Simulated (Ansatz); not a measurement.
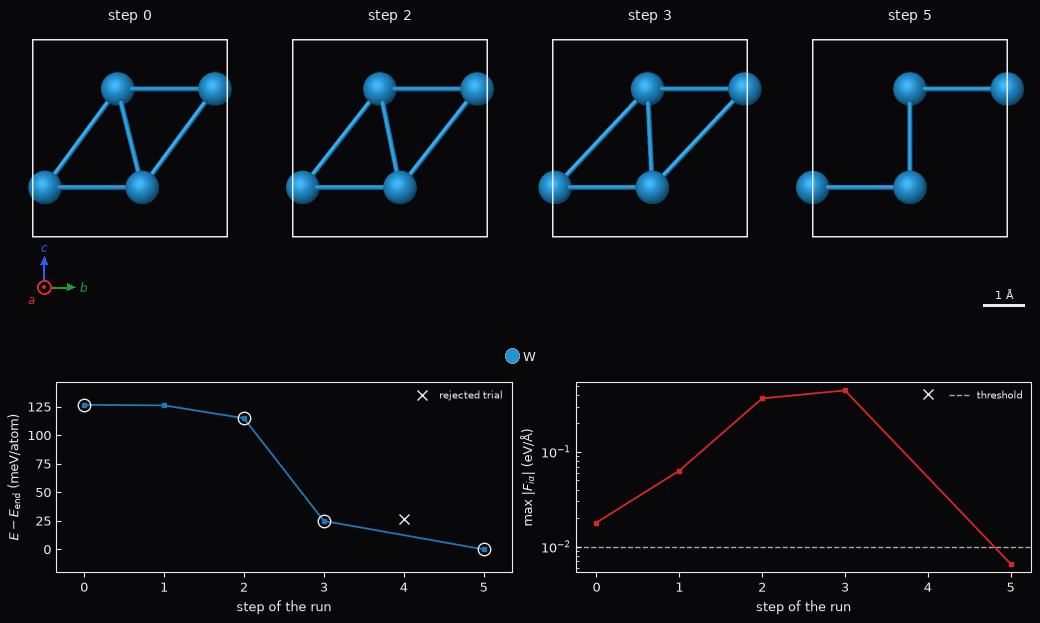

Frames of a relaxation of solid W (set up in Pbcm), marked on the history of the run. Style: ball-and-stick. Shown: the cell of the calculation, along the a axis.

The run lets the atoms move in a fixed cell.

The calculation used Ansatz 0.2.0, Kohn-Sham DFT of a periodic cell, PBE, Ansatz PAW.

Input file:
```yaml
crystal:
  lattice:
    - [2.809662, 0.0, 0.0]
    - [0.0, 4.86387, 0.0]
    - [0.0, 0.0, 4.923695]
  atoms:
    - { symbol: W, position: [0.793172, 0.936843, 0.75] }
    - { symbol: W, position: [0.206828, 0.436843, 0.75] }
    - { symbol: W, position: [0.206828, 0.063157, 0.25] }
    - { symbol: W, position: [0.793172, 0.563157, 0.25] }
hamiltonian:
  xc: pbe
  pseudopotentials: { kind: paw }
kpoints:
  mp_grid: { grid: [7, 5, 5] }
scf:
  occupations: { method: fermi_dirac, width: 0.05 }
output:
  forces: true
  stress: true
  eigenvalues: true
relax:
  f_tol: 0.01
  max_steps: 40
```

Command:
```bash
ansatz run input.yaml --threads 2 --pin off --max-ram 5632MiB --backend cpu --events-out ev --progress --plain --runs-dir out
```

### What happens along the run?

The largest moves, 0.33 Å, are those of W atoms. The cell doesn't change. Among the contacts that change: W–W 3.060 → 3.459 Å, W–W 3.025 → 2.835 Å, W–W 2.937 → 2.809 Å, W–W 2.695 → 2.808 Å. The space group (tolerance 0.01 Å) goes from Pbcm (No. 57) to Fmmm (No. 69). After 4 accepted moves (5 points after the start) the energy has fallen by 127 meV per atom. The largest force component goes from 0.018 to 0.0066 eV/Å. The line search rejected the trial step at point 4 of the run. The run took 13 s on 2 threads of Arm Neoverse V1 (shared host), peak memory 0.37 GiB. From step 0 to 2: W atoms move most (0.06 Å), energy −11.7 meV per atom. From step 2 to 3: W atoms move most (0.19 Å), energy −90.0 meV per atom. From step 3 to 5: W atoms move most (0.09 Å), energy −24.9 meV per atom.

| step | E − E(0), meV/atom | largest force component, eV/Å | note |
| --- | --- | --- | --- |
| 0 | 0.00 | 0.0180 |  |
| 1 | -0.45 | 0.0633 |  |
| 2 | -11.70 | 0.3655 |  |
| 3 | -101.73 | 0.4440 |  |
| 4 | -100.13 | 0.4071 | rejected |
| 5 | -126.63 | 0.0066 |  |
